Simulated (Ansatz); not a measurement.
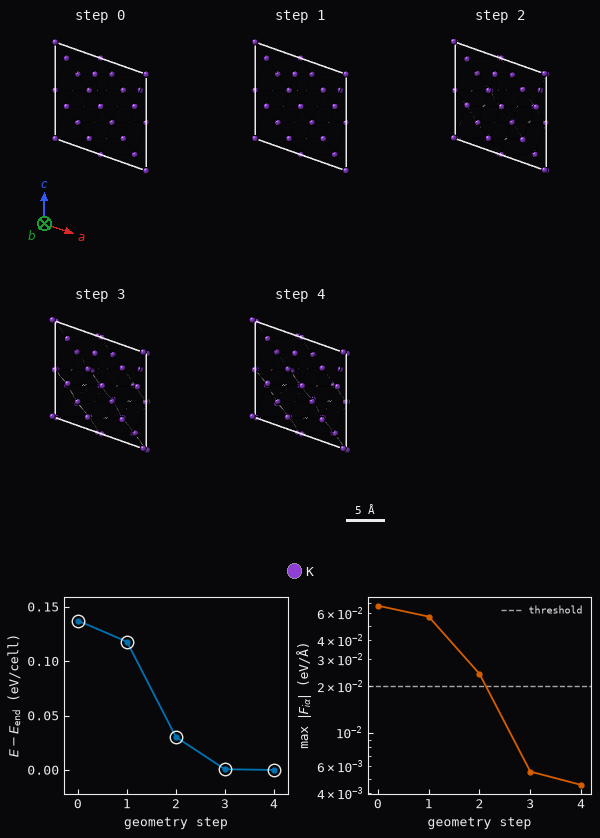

Frames of a relaxation of a defect cell of composition K (started half-way along a vacancy jump, in the symmetry of that start), marked on the history of the run. A ball-and-stick model of the conventional cell (2 times the calculation's cell), seen along the b axis. Lengths and directions refer to the drawn axes.

These are results of DFT PBEsol, scalar-relativistic, plane waves, PAW in Ansatz, not measurements.

Input
```yaml
crystal:
  lattice:
    - [-5.236, 5.236, -10.472]
    - [5.236, 10.472, -5.236]
    - [5.236, -5.236, -10.472]
  atoms:
    - { symbol: K, position: [0.7083333333, 0.3333333333, 0.875] }
    - { symbol: K, position: [0.5625, 0.0, 0.8125] }
    - { symbol: K, position: [0.875, 0.0, 0.375] }
    - { symbol: K, position: [0.8333333333, 0.3333333333, 0.5] }
    - { symbol: K, position: [0.7916666667, 0.6666666667, 0.625] }
    - { symbol: K, position: [0.5, 0.0, 0.5] }
    - { symbol: K, position: [0.4583333333, 0.3333333333, 0.625] }
    - { symbol: K, position: [0.4166666667, 0.6666666667, 0.75] }
    - { symbol: K, position: [0.125, 0.0, 0.625] }
    - { symbol: K, position: [0.0833333333, 0.3333333333, 0.75] }
    - { symbol: K, position: [0.0416666667, 0.6666666667, 0.875] }
    - { symbol: K, position: [0.9583333333, 0.3333333333, 0.125] }
    - { symbol: K, position: [0.9166666667, 0.6666666667, 0.25] }
    - { symbol: K, position: [0.625, 0.0, 0.125] }
    - { symbol: K, position: [0.5833333333, 0.3333333333, 0.25] }
    - { symbol: K, position: [0.5416666667, 0.6666666667, 0.375] }
    - { symbol: K, position: [0.25, 0.0, 0.25] }
    - { symbol: K, position: [0.2083333333, 0.3333333333, 0.375] }
    - { symbol: K, position: [0.1666666667, 0.6666666667, 0.5] }
    - { symbol: K, position: [0.6666666667, 0.6666666667, 0.0] }
    - { symbol: K, position: [0.3333333333, 0.3333333333, 0.0] }
    - { symbol: K, position: [0.2916666667, 0.6666666667, 0.125] }
    - { symbol: K, position: [0.0, 0.0, 0.0] }
basis:
  ecutwfc: 420
kpoints:
  mp_grid: { grid: [2, 2, 2] }
hamiltonian:
  xc: pbesol
scf:
  occupations: { method: gaussian, width: 0.1 }
output:
  forces: true
  stress: true
  eigenvalues: true
  write_density: true
  write_potential: true
  elf: true
  volumetric_format: npy
relax:
  adjacent_minimum: "off"
  f_tol: 0.02
  max_steps: 60
  escape_saddle: false
```

Run as
```bash
ansatz run input.yaml --threads 4 --pin off --max-ram 9216MiB --backend cpu --events-out ev --progress --plain --runs-dir out
```

What happens along the run?

The largest moves, 0.41 Å, are those of K9 and K23. K9 goes along +a. The cell stays as it was. Near-neighbour distances that change, for instance: K3–K17 4.535 → 4.888 Å, K10–K11 4.535 → 4.869 Å, K14–K20 4.535 → 4.847 Å, K1–K10 4.535 → 4.822 Å. Bond angles that change, for instance: K5–K2–K6 63.0° → 65.7°, K5–K2–K14 117.0° → 114.3°. Over 4 geometry steps the energy falls by 0.137 eV per cell of the calculation. The largest force component goes from 0.067 to 0.0045 eV/Å. Cost: 2.3 min on 4 threads of Arm Neoverse V1, with other jobs on the host, peak memory 4.5 GiB. From step 0 to 1: K atoms move most (0.03 Å), energy −19.3 meV per cell of the calculation. From step 1 to 2: K atoms move most (0.19 Å), energy −87.6 meV per cell of the calculation. From step 2 to 3: K atoms move most (0.20 Å), energy −29.6 meV per cell of the calculation. From step 3 to 4: K atoms move most (0.03 Å), energy −0.6 meV per cell of the calculation.
